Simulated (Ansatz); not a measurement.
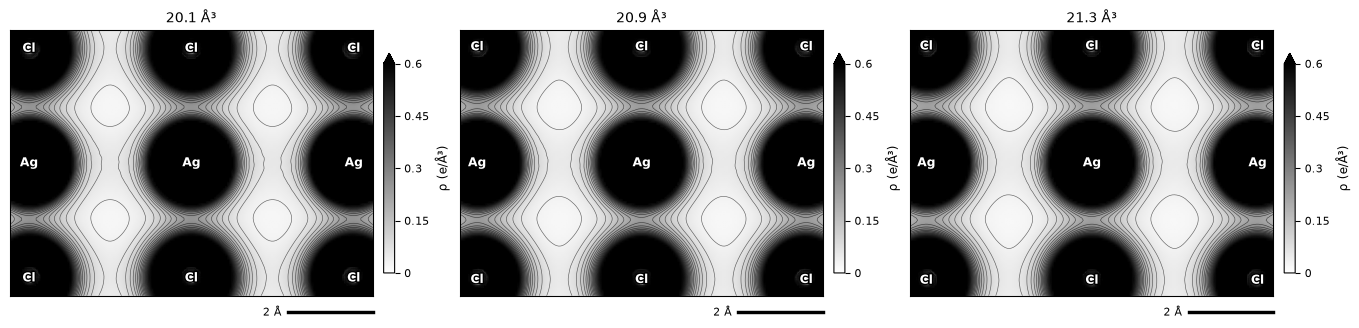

AgCl. The valence charge density (pseudo) of cells scaled evenly to different volumes (given per atom above each panel), on the (011̄) plane of each (indices in the axes of the cell below), at one length scale and on one colour scale.

All numbers below come from Kohn-Sham DFT of a periodic cell, PBE0, Ansatz PAW in Ansatz 0.2.0.

Core electrons are frozen (PAW), and the valence fields are smoothed inside the atomic spheres.

The largest cell:

```cif
data_structure
_symmetry_space_group_name_H-M 'P 1'
_symmetry_Int_Tables_number 1
_cell_length_a 3.9437
_cell_length_b 3.9437
_cell_length_c 3.9437
_cell_angle_alpha 60.000
_cell_angle_beta 60.000
_cell_angle_gamma 60.000
_cell_volume 43.37
loop_
_atom_site_label
_atom_site_type_symbol
_atom_site_fract_x
_atom_site_fract_y
_atom_site_fract_z
_atom_site_occupancy
Ag1 Ag 0.00000 0.00000 0.00000 1
Cl1 Cl 0.50000 0.50000 0.50000 1
```

| volume (Å³/atom) | Ag–Cl contact in the plane (Å) | ρ at its midpoint (e/Å³) | pressure (GPa) | gap on the mesh (eV) | 
| --- | --- | --- | --- | --- |
| 20.05 | 2.717 | 0.251 | 4.9 | 3.09 | 
| 20.46 | 2.735 | ? | ? | ? | 
| 20.87 | 2.753 | 0.234 | 2.4 | 3.10 | 
| 21.28 | 2.771 | 0.225 | 1.4 | 3.10 | 
| 21.69 | 2.789 | 0.218 | 0.5 | 3.11 | 

### Estimate the missing row, and compare with the calculation.

Over the known rows ln ρ falls by 1.98 per Å of Ag–Cl distance (a least-squares line), which gives 0.242 e/Å³ at 2.735 Å; the calculation gives 0.242 e/Å³. For the pressure, a straight line in volume between the neighbouring rows gives 3.7 GPa; the calculation gives 3.6. For the gap on the mesh, a straight line in volume between the neighbouring rows gives 3.09 eV; the calculation gives 3.09.
